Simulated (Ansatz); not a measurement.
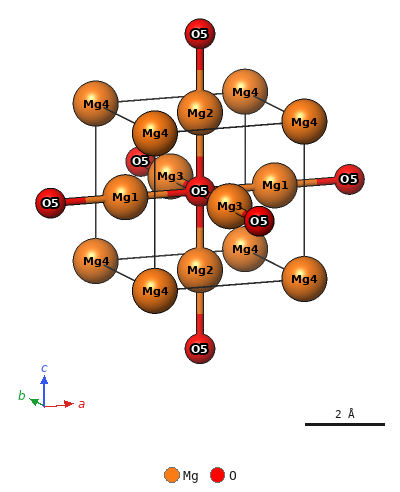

The input geometry of run 1 (ball-and-stick view of the cell of the calculation, seen slightly off an axis; bonded neighbours outside the cell are drawn too; atoms are numbered from 1 in the order of the input).

## Two runs on Mg4O

System: Mg4O (Pm-3m, 5 atoms in the cell).
Method of run 1: DFT PBE, scalar-relativistic, plane waves, PAW, spin-polarised (Ansatz 0.2.0).

The structure was made by a generator, so it may or may not be a known phase. Text and figures count atoms from 1; the logs count them from 0 in places.

The input, run 1:
```yaml
crystal:
  lattice:
    - [4.09571262, 0.0, 0.0]
    - [0.0, 4.09571262, 0.0]
    - [0.0, 0.0, 4.09571262]
  atoms:
    - { symbol: Mg, position: [0.0, 0.5, 0.5] }
    - { symbol: Mg, position: [0.5, 0.5, 0.0] }
    - { symbol: Mg, position: [0.5, 0.0, 0.5] }
    - { symbol: Mg, position: [0.0, 0.0, 0.0] }
    - { symbol: O, position: [0.5, 0.5, 0.5], spin: 1.0 }
basis:
  ecutwfc: 420
kpoints:
  mp_grid: { grid: [4, 4, 4] }
hamiltonian:
  xc: pbe
scf:
  occupations: { method: gaussian, width: 0.1 }
  lower_state_search: "off"
output:
  forces: true
  stress: true
  eigenvalues: true
  populations: true
magnetization:
  spin_polarized: true
```

Launched with:
```bash
ansatz run input.yaml --threads 1 --pin off --max-ram 2048MiB --backend cpu --events-out ev --progress --plain --runs-dir out
```

Hardware: 1 thread of Intel Xeon @ 2.90GHz (Ice Lake), 16 GiB of memory available, shared host.

Output, shortened to warnings, some set-up lines, iterations and results (run 1):
```
WARN: the starting moments were not kept: the SCF closed with an absolute magnetisation of 1.1e-5 μB, where they sum to 1 μB in size (1 site). That is at most 0.1 of that sum. Measured as dr2_m measures the in/out step, that magnetisation stands 6.6e-12 eV from none, at or under the dr2_threshold of 1.0e-7 eV: it is no larger than a step whose dr2_m would equal this threshold. The system may hold …
Basis set: ecut = 420 eV, 1357 PW (Γ), exchange–correlation on 60×60×60 points (8 copies of the dense FFT grid, shifted against one another)
Symmetry: 48 space group operations
k-points: 10 of 64
Initial density: superposition of atomic densities (chi_scale 0.1, normalization cell, long waves kept (reshape's long-wave potential 0.06 eV rms))
[...]
SCF iter   1: F=—  HF=-8264.525972 eV  |F-HF|=—  |Δ(HF+E_count)|=         —  Δρ=7.38e-2 (↑7.38e-2 ↓2.43e-2)  dr2=7.13e0  dr2_m=5.30e-1  M=0.028 μB ∫|m|=0.321 μB  β_m=0.30  …
SCF iter   2: F=—  HF=-8263.340289 eV  |F-HF|=—  |Δ(HF+E_count)|=    1.19e0  Δρ=3.35e-2 (↑3.35e-2 ↓1.86e-2)  dr2=1.04e0  dr2_m=3.29e-1  M=0.018 μB ∫|m|=0.216 μB  β_m=0.30  …
SCF iter   3: F=—  HF=-8263.284153 eV  |F-HF|=—  |Δ(HF+E_count)|=   5.61e-2  Δρ=2.07e-2 (↑1.87e-2 ↓2.07e-2)  dr2=3.90e-1  dr2_m=1.95e-1  M=0.012 μB ∫|m|=0.159 μB  β_m=0.30  …
SCF iter   4: F=—  HF=-8263.217956 eV  |F-HF|=—  |Δ(HF+E_count)|=   6.62e-2  Δρ=1.60e-2 (↑1.26e-2 ↓1.60e-2)  dr2=3.29e-2  dr2_m=1.16e-1  M=0.008 μB ∫|m|=0.116 μB  β_m=0.30  …
SCF iter   5: F=—  HF=-8263.239106 eV  |F-HF|=—  |Δ(HF+E_count)|=   2.12e-2  Δρ=1.07e-2 (↑1.06e-2 ↓1.07e-2)  dr2=1.23e-2  dr2_m=6.66e-2  M=0.005 μB ∫|m|=0.092 μB  β_m=0.30  …
[... 5 lines ...]
SCF iter  11: F=—  HF=-8263.271275 eV  |F-HF|=—  |Δ(HF+E_count)|=   8.23e-6  Δρ=2.84e-5 (↑1.85e-5 ↓2.84e-5)  dr2=7.89e-7  dr2_m=1.90e-7  M=-0.000 μB ∫|m|=0.001 μB  β_m=0.79  …
SCF iter  12: F=-8263.271275 eV  HF=-8263.271275 eV  |F-HF|=1.94e-8  |Δ(HF+E_count)|=   3.54e-7  Δρ=4.65e-6 (↑4.65e-6 ↓3.28e-6)  dr2=6.51e-8  dr2_m=2.88e-9  M=-0.000 μB …
SCF iter  13: F=-8263.271275 eV  HF=-8263.271275 eV  |F-HF|=9.22e-10  |Δ(HF+E_count)|=  5.86e-10  Δρ=7.67e-7 (↑7.63e-7 ↓7.67e-7)  dr2=2.22e-9  dr2_m=1.09e-10  M=0.000 μB …
SCF iter  14: F=-8263.271275 eV  HF=-8263.271275 eV  |F-HF|=1.62e-10  |Δ(HF+E_count)|=  1.44e-10  Δρ=3.05e-7 (↑3.05e-7 ↓2.69e-7)  dr2=3.06e-10  dr2_m=1.98e-11  M=0.000 μB …
SCF 1 converged in 14 iterations: F = -8263.271275 eV  dr2 = 3.06e-10
SCF converged after 14 iterations
Magnetization: 0.0000 μB (23.0000 up, 23.0000 down)
Absolute magnetization: 0.0000 μB (∫|ρ↑−ρ↓|, with the PAW one-centre terms)
Spin contamination: 0.0000 ħ² per cell (⟨S²⟩ above its minimum at these occupations)
Per-site moments (μB) at R_I (Å): [(3.670730440600389e-7, 0.8447407278749999), (3.6707304417165075e-7, 0.8447407278749999), (3.670730441618747e-7, 0.8447407278749999), (-1.975570781607663e-9, 1.194643794049745), (-1.0561638849567595e-6, 0.8447407278749999)]
Free energy (F): -8263.271275 eV
Harris-Foulkes:  -8263.271275 eV  (|F-HF|=1.62e-10)
Internal energy: -8263.267643 eV  (E = F + TS)
E sigma→0 (E₀):  -8263.269459 eV
Entropy (-TS):   -0.003632 eV (-0.726 meV/atom)
Fermi energy:    9.550415 eV
--- Per-component energies (eV) ---
  E_band       = -1281.341669
  E_kinetic    = 490.030316
  E_local      = -6251.049243  (includes V_loc(G=0)·N_el)
  E_nonlocal   = 430.237694
  E_hartree    = 2220.563509
  E_xc         = -195.262467
  E_vxc        = -251.261653  (∫ρ·V_xc dr)
  E_paw        = -1324.480039  (= ΣΔE_a)
  E_vpaw       = -140.427696  (= ΣTr[D̂ρ^β])
  E_aug_tail   = 0.002464  (compensation charges beyond the density's cutoff)
  E_ewald      = -3633.309878
  E_smearing   = -0.003632  (= −TS)
  E_closure    = -0.000000  (closes the sum)
  Σ components = -8263.271275   (vs F -8263.271275, Δ=0.00e0)
--- Forces (eV/Å), atoms counted from 1 ---
  atom   1  Mg     0.00000000     0.00000000    -0.00000000
  atom   2  Mg     0.00000000     0.00000000    -0.00000000
  atom   3  Mg     0.00000000    -0.00000000     0.00000000
  atom   4  Mg    -0.00000000     0.00000000     0.00000000
  atom   5  O      0.00000000     0.00000000     0.00000000
  max |Σ_I F_I| component: 9.70e-29 eV/Å
--- Stress (GPa, compression-positive) ---
       21.219343       0.000000       0.000000
        0.000000      21.219343       0.000000
       -0.000000       0.000000      21.219343
  P = ⅓ Tr σ = 21.2193 GPa (212.193 kbar)
--- Löwdin populations: 5 sites ---
  site symbol       q [e]    m [muB]
     0     Mg      9.0935     0.0000
     1     Mg      9.0935     0.0000
     2     Mg      9.0935     0.0000
     3     Mg      9.4877     0.0000
     4      O      7.4690    -0.0000
  spilling = 0.038319 (of n_electrons = 46.000000)
```

The input of run 2 differs as follows (lines with − go, lines with + come):
```diff
-    - [4.09571262, 0.0, 0.0]
-    - [0.0, 4.09571262, 0.0]
-    - [0.0, 0.0, 4.09571262]
+    - [4.4215796633, 0.0, 0.0]
+    - [0.0, 4.4215796633, 0.0]
+    - [0.0, 0.0, 4.4215796633]
```

How does run 2 compare with run 1?

With the same functional and potentials, run 2 lies 196.4 meV per atom lower. The pressure goes from 21.22 to 0.11 GPa. The volume per atom goes from 13.74 to 17.29 Å³. The SCF takes 13 iterations against 14. The plane waves at Γ go from 1357 to 1743.

Output, shortened to warnings, some set-up lines, iterations and results (run 2):
```
WARN: the starting moments were not kept: the SCF closed with an absolute magnetisation of 1.3e-5 μB, where they sum to 1 μB in size (1 site). That is at most 0.1 of that sum. Measured as dr2_m measures the in/out step, that magnetisation stands 8.6e-12 eV from none, at or under the dr2_threshold of 1.0e-7 eV: it is no larger than a step whose dr2_m would equal this threshold. The system may hold …
Basis set: ecut = 420 eV, 1743 PW (Γ), exchange–correlation on 60×60×60 points (8 copies of the dense FFT grid, shifted against one another)
Symmetry: 48 space group operations
k-points: 10 of 64
Initial density: superposition of atomic densities (chi_scale 0.1, normalization cell, long waves kept (reshape's long-wave potential 0.10 eV rms))
[...]
SCF iter   1: F=—  HF=-8266.258341 eV  |F-HF|=—  |Δ(HF+E_count)|=         —  Δρ=7.75e-2 (↑7.75e-2 ↓3.86e-2)  dr2=1.45e1  dr2_m=3.48e-1  M=0.217 μB ∫|m|=0.461 μB  β_m=0.30  …
SCF iter   2: F=—  HF=-8264.180316 eV  |F-HF|=—  |Δ(HF+E_count)|=    2.08e0  Δρ=2.51e-2 (↑2.51e-2 ↓2.15e-2)  dr2=7.21e-1  dr2_m=3.36e-1  M=0.019 μB ∫|m|=0.271 μB  β_m=0.30  …
SCF iter   3: F=—  HF=-8264.211781 eV  |F-HF|=—  |Δ(HF+E_count)|=   3.15e-2  Δρ=1.89e-2 (↑1.70e-2 ↓1.89e-2)  dr2=3.74e-1  dr2_m=2.04e-1  M=0.008 μB ∫|m|=0.211 μB  β_m=0.30  …
SCF iter   4: F=—  HF=-8264.198538 eV  |F-HF|=—  |Δ(HF+E_count)|=   1.32e-2  Δρ=1.34e-2 (↑1.34e-2 ↓1.24e-2)  dr2=1.52e-2  dr2_m=1.25e-1  M=0.002 μB ∫|m|=0.161 μB  β_m=0.30  …
SCF iter   5: F=—  HF=-8264.219413 eV  |F-HF|=—  |Δ(HF+E_count)|=   2.09e-2  Δρ=9.91e-3 (↑9.61e-3 ↓9.91e-3)  dr2=5.54e-3  dr2_m=7.37e-2  M=-0.001 μB ∫|m|=0.129 μB  β_m=0.30  …
SCF iter   6: F=—  HF=-8264.233198 eV  |F-HF|=—  |Δ(HF+E_count)|=   1.38e-2  Δρ=7.51e-3 (↑7.34e-3 ↓7.51e-3)  dr2=3.17e-4  dr2_m=4.35e-2  M=-0.002 μB ∫|m|=0.103 μB  β_m=0.30  …
SCF iter   7: F=—  HF=-8264.241523 eV  |F-HF|=—  |Δ(HF+E_count)|=   8.32e-3  Δρ=5.76e-3 (↑5.68e-3 ↓5.76e-3)  dr2=1.85e-4  dr2_m=2.59e-2  M=-0.003 μB ∫|m|=0.083 μB  β_m=0.65  …
SCF iter   8: F=—  HF=-8264.253618 eV  |F-HF|=—  |Δ(HF+E_count)|=   1.21e-2  Δρ=3.38e-4 (↑2.82e-4 ↓3.38e-4)  dr2=4.36e-6  dr2_m=7.54e-5  M=-0.002 μB ∫|m|=0.010 μB  β_m=0.75  …
SCF iter   9: F=—  HF=-8264.253440 eV  |F-HF|=—  |Δ(HF+E_count)|=   1.78e-4  Δρ=1.25e-4 (↑1.25e-4 ↓7.59e-5)  dr2=5.02e-6  dr2_m=7.19e-6  M=-0.001 μB ∫|m|=0.003 μB  β_m=0.88  …
SCF iter  10: F=—  HF=-8264.253458 eV  |F-HF|=—  |Δ(HF+E_count)|=   1.77e-5  Δρ=8.03e-5 (↑5.59e-5 ↓8.03e-5)  dr2=1.31e-5  dr2_m=1.72e-7  M=-0.000 μB ∫|m|=0.001 μB  β_m=0.88  …
SCF iter  11: F=-8264.253455 eV  HF=-8264.253455 eV  |F-HF|=3.65e-8  |Δ(HF+E_count)|=   2.45e-6  Δρ=3.12e-6 (↑3.12e-6 ↓2.95e-6)  dr2=7.66e-9  dr2_m=5.77e-9  M=-0.000 μB …
SCF iter  12: F=-8264.253455 eV  HF=-8264.253455 eV  |F-HF|=2.29e-9  |Δ(HF+E_count)|=   5.80e-8  Δρ=8.86e-7 (↑8.27e-7 ↓8.86e-7)  dr2=3.28e-10  dr2_m=4.27e-10  M=-0.000 μB …
SCF iter  13: F=-8264.253455 eV  HF=-8264.253455 eV  |F-HF|=1.27e-10  |Δ(HF+E_count)|=   3.92e-9  Δρ=2.04e-7 (↑2.04e-7 ↓1.94e-7)  dr2=1.61e-11  dr2_m=2.46e-11  M=-0.000 μB …
SCF 1 converged in 13 iterations: F = -8264.253455 eV  dr2 = 1.61e-11
SCF converged after 13 iterations
Magnetization: -0.0000 μB (23.0000 up, 23.0000 down)
Absolute magnetization: 0.0000 μB (∫|ρ↑−ρ↓|, with the PAW one-centre terms)
Spin contamination: 0.0000 ħ² per cell (⟨S²⟩ above its minimum at these occupations)
Per-site moments (μB) at R_I (Å): [(-1.613241577810631e-7, 0.9119508055556251), (-1.613241576315713e-7, 0.9119508055556251), (-1.6132415778029248e-7, 0.9119508055556251), (-3.596360576674425e-6, 1.2896931974338341), (4.0065616572721606e-7, 0.9119508055556251)]
Free energy (F): -8264.253455 eV
Harris-Foulkes:  -8264.253455 eV  (|F-HF|=1.27e-10)
Internal energy: -8264.249812 eV  (E = F + TS)
E sigma→0 (E₀):  -8264.251634 eV
Entropy (-TS):   -0.003643 eV (-0.729 meV/atom)
Fermi energy:    6.826980 eV
--- Per-component energies (eV) ---
  E_band       = -1393.749408
  E_kinetic    = 478.061878
  E_local      = -6668.176075  (includes V_loc(G=0)·N_el)
  E_nonlocal   = 429.545779
  E_hartree    = 2379.092539
  E_xc         = -190.043484
  E_vxc        = -244.220302  (∫ρ·V_xc dr)
  E_paw        = -1327.195085  (= ΣΔE_a)
  E_vpaw       = -147.148112  (= ΣTr[D̂ρ^β])
  E_aug_tail   = 0.002353  (compensation charges beyond the density's cutoff)
  E_ewald      = -3365.537716
  E_smearing   = -0.003643  (= −TS)
  E_closure    = 0.000000  (closes the sum)
  Σ components = -8264.253455   (vs F -8264.253455, Δ=0.00e0)
--- Forces (eV/Å), atoms counted from 1 ---
  atom   1  Mg     0.00000000     0.00000000     0.00000000
  atom   2  Mg     0.00000000    -0.00000000    -0.00000000
  atom   3  Mg     0.00000000    -0.00000000    -0.00000000
  atom   4  Mg    -0.00000000    -0.00000000    -0.00000000
  atom   5  O     -0.00000000    -0.00000000    -0.00000000
  max |Σ_I F_I| component: 1.86e-28 eV/Å
--- Stress (GPa, compression-positive) ---
        0.112086      -0.000000       0.000000
       -0.000000       0.112086       0.000000
        0.000000       0.000000       0.112086
  P = ⅓ Tr σ = 0.1121 GPa (1.121 kbar)
--- Löwdin populations: 5 sites ---
  site symbol       q [e]    m [muB]
     0     Mg      9.1049    -0.0000
     1     Mg      9.1049    -0.0000
     2     Mg      9.1049    -0.0000
     3     Mg      9.4833    -0.0000
     4      O      7.4000     0.0000
  spilling = 0.039177 (of n_electrons = 46.000000)
```

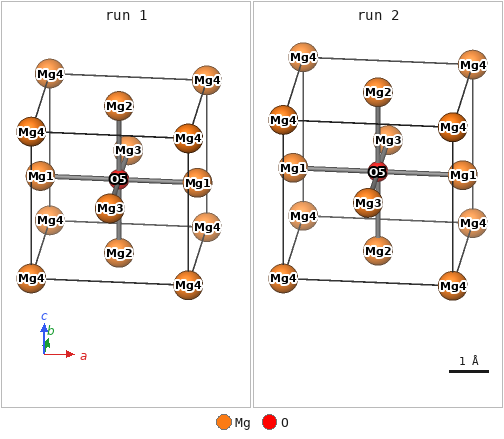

The two input geometries at one scale (ball-and-stick view of the cell of the calculation, seen at an oblique angle). The atoms keep their places relative to the cell (all moves are under 0.005 Å). The drawn cell changes as follows: a = b = c 4.096 → 4.422 Å (+8.0 %); the volume changes by +25.8 %. Among the contacts that change: Mg1–O5 2.048 → 2.211 Å.

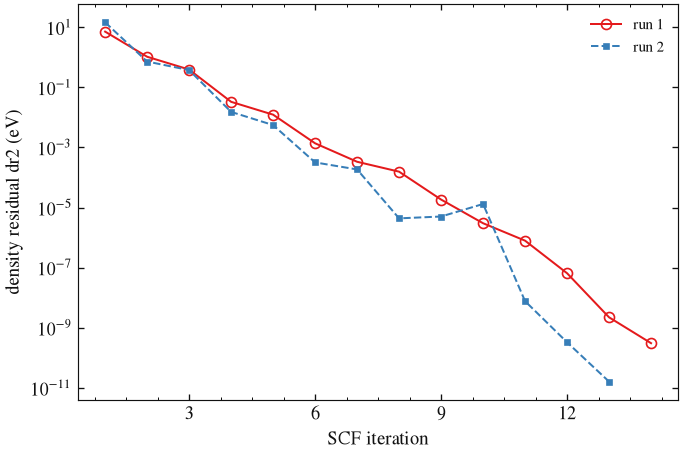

Convergence of the two runs: density residual dr2 against the SCF iteration. Run 1 takes 14 iterations in all, and run 2 takes 13.

The two runs side by side:

| quantity | run 1 | run 2 |
| --- | --- | --- |
| outcome | converged | converged |
| free energy per atom (eV) | −1652.6543 | −1652.8507 |
| energy per atom, smearing taken to zero (eV) | −1652.6539 | −1652.8503 |
| gap on the mesh (eV) | 0.00 | 0.00 |
| net moment of the cell (μB) | 0.00 | 0.00 |
| absolute moment of the cell (μB) | 0.00 | 0.00 |
| pressure (GPa) | 21.22 | 0.11 |
| volume per atom (Å³) | 13.74 | 17.29 |
| largest force (eV/Å) | 0.000 | 0.000 |
| SCF iterations | 14 | 13 |
| irreducible k-points | 10 | 10 |
| plane waves at Γ | 1357 | 1743 |
| wall time (shared host) | 3.1 s | 3.5 s |

For both runs: Warnings: some starting moments were not kept. For run 1: The cell is under a pressure of 21 GPa at this level, so it is not at its equilibrium volume.
